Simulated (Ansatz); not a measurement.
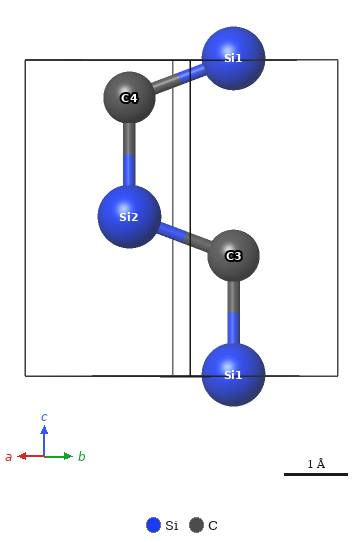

The structure as given in the input (ball-and-stick view of the cell of the calculation, seen at an oblique angle; atoms are numbered from 1 in the order of the input). An atom can appear more than once, as a periodic image. Near neighbours in the periodic cell (some may lie outside the picture): Si has 4 C at 1.78 to 1.90 Å; C has 4 Si at 1.78 to 1.90 Å.

# Two runs on SiC

System: SiC (P6₃mc, 4 atoms in the cell).
Method of run A: DFT r2SCAN, scalar-relativistic, plane waves, PAW, no spin polarisation (Ansatz 0.2.0).

The structure derives from an entry of the Crystallography Open Database. Text and figures count atoms from 1; the logs count them from 0 in places.

Input file, run A:
```yaml
crystal:
  lattice:
    - [2.8906833055, 0.0, 0.0]
    - [-1.4453416527, 2.5034051769, 0.0]
    - [0.0, 0.0, 5.0481668544]
  atoms:
    - { symbol: Si, position: [0.3333333333, 0.6666666667, 0.0046028828] }
    - { symbol: Si, position: [0.6666666667, 0.3333333333, 0.5046028828] }
    - { symbol: C, position: [0.3333333333, 0.6666666667, 0.3803971172] }
    - { symbol: C, position: [0.6666666667, 0.3333333333, 0.8803971172] }
basis:
  ecutwfc: 500
kpoints:
  mp_grid: { grid: [12, 12, 6] }
hamiltonian:
  xc: r2scan
scf:
  occupations: { method: gaussian, width: 0.05 }
output:
  forces: true
  stress: true
  eigenvalues: true
```

Command:
```bash
ansatz run input.yaml --threads 1 --pin off --max-ram 2560MiB --backend cpu --events-out ev --progress --plain --runs-dir out
```

Hardware: 1 thread of Intel Xeon @ 2.50GHz (Skylake/Cascade Lake), 189 GiB of memory available, shared host.

Output, shortened to warnings, some set-up lines, iterations and results (run A):
```
Basis set: ecut = 500 eV, 895 PW (Γ), exchange–correlation on 96×96×160 points (64 copies of the dense FFT grid, shifted against one another)
Symmetry: 12 space group operations
k-points: 76 of 864 (time reversal used)
Initial density: superposition of atomic densities (neutral atoms: chi_scale 0, normalization atom), corrected by the library's trained network
[...]
SCF iter   1: F=—  HF=-1781.814646 eV  |F-HF|=—  |Δ(HF+E_count)|=         —  Δρ=6.48e-3  dr2=1.14e-2  dr2_τ=5.62e-1  ethr=1.77e-3  ⟨swp⟩=5.2  Hψ=6112  notcnv=0
SCF iter   2: F=—  HF=-1781.930251 eV  |F-HF|=—  |Δ(HF+E_count)|=   1.16e-1  Δρ=4.49e-3  dr2=3.78e-3  dr2_τ=9.86e-5  ethr=7.11e-5  ⟨swp⟩=2.3  Hψ=2459  notcnv=0
SCF iter   3: F=—  HF=-1781.930497 eV  |F-HF|=—  |Δ(HF+E_count)|=   2.46e-4  Δρ=6.96e-4  dr2=1.42e-4  dr2_τ=1.64e-5  ethr=2.37e-5  ⟨swp⟩=2.6  Hψ=1669  notcnv=0
SCF iter   4: F=—  HF=-1781.930549 eV  |F-HF|=—  |Δ(HF+E_count)|=   5.21e-5  Δρ=9.00e-5  dr2=1.67e-6  dr2_τ=3.14e-7  ethr=8.89e-7  ⟨swp⟩=2.0  Hψ=1493  notcnv=0
SCF iter   5: F=—  HF=-1781.930549 eV  |F-HF|=—  |Δ(HF+E_count)|=   6.25e-7  Δρ=3.72e-5  dr2=3.84e-7  dr2_τ=1.56e-8  ethr=1.04e-8  ⟨swp⟩=2.0  Hψ=1517  notcnv=0
SCF iter   6: F=-1781.930549 eV  HF=-1781.930549 eV  |F-HF|=3.47e-10  |Δ(HF+E_count)|=   8.04e-8  Δρ=1.37e-5  dr2=4.80e-8  dr2_τ=5.65e-10  ethr=6.25e-10  ⟨swp⟩=5.1  Hψ=4195  …
SCF 1 converged in 6 iterations: F = -1781.930549 eV  dr2 = 4.80e-8
SCF converged after 6 iterations
Free energy (F): -1781.930549 eV
Harris-Foulkes:  -1781.930549 eV  (|F-HF|=3.47e-10)
Internal energy: -1781.930549 eV  (E = F + TS)
E sigma→0 (E₀):  -1781.930549 eV
Fermi energy:    12.369221 eV
--- Per-component energies (eV) ---
  E_band       = 71.793037
  E_kinetic    = 287.047139
  E_local      = -195.457229  (includes V_loc(G=0)·N_el)
  E_nonlocal   = 104.775191
  E_hartree    = 63.901273
  E_xc         = -207.690701
  E_vxc        = -244.113179  (∫ρ·V_xc dr)
  E_paw        = -1241.851269  (= ΣΔE_a)
  E_vpaw       = -19.662088  (= ΣTr[D̂ρ^β])
  E_aug_tail   = 0.000020  (compensation charges beyond the density's cutoff)
  E_vtau       = 11.398446  (kinetic-family band-sum trace: ∫τ·v_τ [+ j·A + Jᵃ·Aᵃ] dr)
  E_ewald      = -592.452559
  E_core_change = -0.202413  (= ΣΔE_core)
  E_smearing   = -0.000000  (= −TS)
  E_closure    = -0.000000  (closes the sum)
  Σ components = -1781.930549   (vs F -1781.930549, Δ=0.00e0)
--- Forces (eV/Å), atoms counted from 1 ---
  atom   1  Si     0.00000000    -0.00000000     0.90249987
  atom   2  Si    -0.00000000     0.00000000     0.90249987
  atom   3  C     -0.00000000     0.00000000    -0.90248819
  atom   4  C      0.00000000     0.00000000    -0.90248819
  max |Σ_I F_I| component: 2.34e-5 eV/Å
--- Stress (GPa, compression-positive) ---
       53.624324       0.000000      -0.000000
        0.000000      53.624324      -0.000000
       -0.000000      -0.000000       5.632590
  P = ⅓ Tr σ = 37.6271 GPa (376.271 kbar)
```

For run B the input was changed thus:
```diff
-    - [2.8906833055, 0.0, 0.0]
-    - [-1.4453416527, 2.5034051769, 0.0]
+    - [3.0290670808, 0.0, 0.0]
+    - [-1.5145335404, 2.6232490418, 0.0]
```

How does run B compare with run A?

With the same functional and potentials, run B lies 170.3 meV per atom lower. The gap on the mesh goes from 2.16 to 2.54 eV. The pressure goes from 37.63 to 7.48 GPa. The largest force goes from 0.902 to 0.158 eV/Å. The volume per atom goes from 9.13 to 10.03 Å³. The SCF takes 7 iterations against 6. The plane waves at Γ go from 895 to 1051.

Output, shortened to warnings, some set-up lines, iterations and results (run B):
```
Basis set: ecut = 500 eV, 1051 PW (Γ), exchange–correlation on 96×96×160 points (64 copies of the dense FFT grid, shifted against one another)
Symmetry: 12 space group operations
k-points: 76 of 864 (time reversal used)
Initial density: superposition of atomic densities (neutral atoms: chi_scale 0, normalization atom), corrected by the library's trained network
[...]
SCF iter   1: F=—  HF=-1782.515787 eV  |F-HF|=—  |Δ(HF+E_count)|=         —  Δρ=5.92e-3  dr2=9.30e-3  dr2_τ=4.26e-1  ethr=1.77e-3  ⟨swp⟩=5.3  Hψ=6078  notcnv=0
SCF iter   2: F=—  HF=-1782.611776 eV  |F-HF|=—  |Δ(HF+E_count)|=   9.60e-2  Δρ=4.11e-3  dr2=3.60e-3  dr2_τ=6.96e-5  ethr=5.81e-5  ⟨swp⟩=2.0  Hψ=2435  notcnv=0
SCF iter   3: F=—  HF=-1782.611731 eV  |F-HF|=—  |Δ(HF+E_count)|=   4.49e-5  Δρ=1.16e-3  dr2=4.54e-4  dr2_τ=1.13e-5  ethr=2.25e-5  ⟨swp⟩=2.1  Hψ=1700  notcnv=0
SCF iter   4: F=—  HF=-1782.611795 eV  |F-HF|=—  |Δ(HF+E_count)|=   6.46e-5  Δρ=1.41e-4  dr2=5.36e-6  dr2_τ=1.62e-6  ethr=2.84e-6  ⟨swp⟩=2.1  Hψ=1480  notcnv=0
SCF iter   5: F=—  HF=-1782.611793 eV  |F-HF|=—  |Δ(HF+E_count)|=   2.08e-6  Δρ=5.80e-5  dr2=9.25e-7  dr2_τ=3.60e-8  ethr=3.35e-8  ⟨swp⟩=2.0  Hψ=1494  notcnv=0
SCF iter   6: F=—  HF=-1782.611793 eV  |F-HF|=—  |Δ(HF+E_count)|=   2.64e-7  Δρ=1.96e-5  dr2=1.07e-7  dr2_τ=1.12e-9  ethr=5.78e-9  ⟨swp⟩=2.0  Hψ=1520  notcnv=0
SCF iter   7: F=-1782.611793 eV  HF=-1782.611793 eV  |F-HF|=8.03e-11  |Δ(HF+E_count)|=   2.21e-8  Δρ=4.53e-6  dr2=6.15e-9  dr2_τ=5.62e-11  ethr=6.25e-10  ⟨swp⟩=4.0  Hψ=2967  …
SCF 1 converged in 7 iterations: F = -1782.611793 eV  dr2 = 6.15e-9
SCF converged after 7 iterations
Free energy (F): -1782.611793 eV
Harris-Foulkes:  -1782.611793 eV  (|F-HF|=8.03e-11)
Internal energy: -1782.611793 eV  (E = F + TS)
E sigma→0 (E₀):  -1782.611793 eV
Fermi energy:    11.206438 eV
--- Per-component energies (eV) ---
  E_band       = 56.017770
  E_kinetic    = 275.646946
  E_local      = -205.386153  (includes V_loc(G=0)·N_el)
  E_nonlocal   = 101.554442
  E_hartree    = 65.281239
  E_xc         = -203.941663
  E_vxc        = -238.966070  (∫ρ·V_xc dr)
  E_paw        = -1240.862388  (= ΣΔE_a)
  E_vpaw       = -18.593441  (= ΣTr[D̂ρ^β])
  E_aug_tail   = 0.000017  (compensation charges beyond the density's cutoff)
  E_vtau       = 11.198816  (kinetic-family band-sum trace: ∫τ·v_τ [+ j·A + Jᵃ·Aᵃ] dr)
  E_ewald      = -574.701819
  E_core_change = -0.202413  (= ΣΔE_core)
  E_smearing   = -0.000000  (= −TS)
  E_closure    = 0.000000  (closes the sum)
  Σ components = -1782.611793   (vs F -1782.611793, Δ=0.00e0)
--- Forces (eV/Å), atoms counted from 1 ---
  atom   1  Si    -0.00000000    -0.00000000     0.15812065
  atom   2  Si     0.00000000     0.00000000     0.15812065
  atom   3  C      0.00000000    -0.00000000    -0.15811654
  atom   4  C     -0.00000000     0.00000000    -0.15811654
  max |Σ_I F_I| component: 8.23e-6 eV/Å
--- Stress (GPa, compression-positive) ---
       10.683698      -0.000000       0.000000
        0.000000      10.683698       0.000000
        0.000000       0.000000       1.063575
  P = ⅓ Tr σ = 7.4770 GPa (74.770 kbar)
```

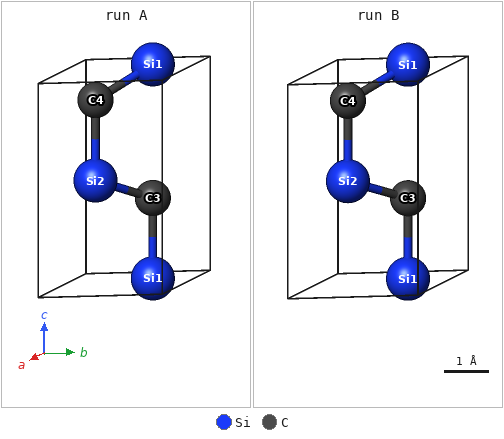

The two input geometries at one scale (ball-and-stick view of the cell of the calculation, seen slightly off an axis). No atom moves by more than 0.005 Å relative to the cell. The volume changes by +9.8 %, with a = b 2.891 → 3.029 Å (+4.8 %), c stays at 5.048 Å. Among the contacts that change: Si1–C4 1.783 → 1.858 Å.

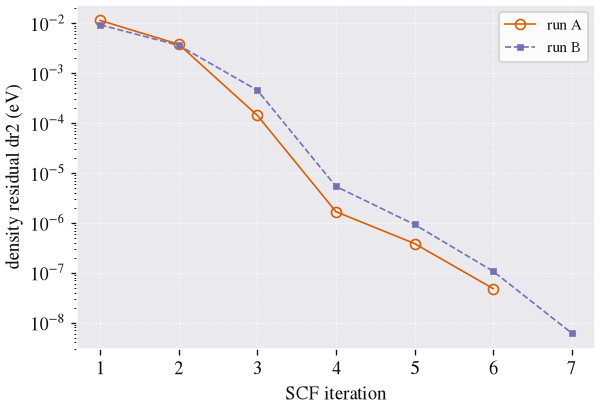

Convergence of the two runs: density residual dr2 against the SCF iteration. Run A takes 6 iterations in all, and run B takes 7.

The two runs side by side:

```csv
quantity,run A,run B
outcome,converged,converged
free energy per atom (eV),−445.4826,−445.6529
gap on the mesh (eV),2.16,2.54
pressure (GPa),37.63,7.48
volume per atom (Å³),9.13,10.03
largest force (eV/Å),0.902,0.158
SCF iterations,6,7
irreducible k-points,76,76
plane waves at Γ,895,1051
wall time (shared host),12 s,13 s
```
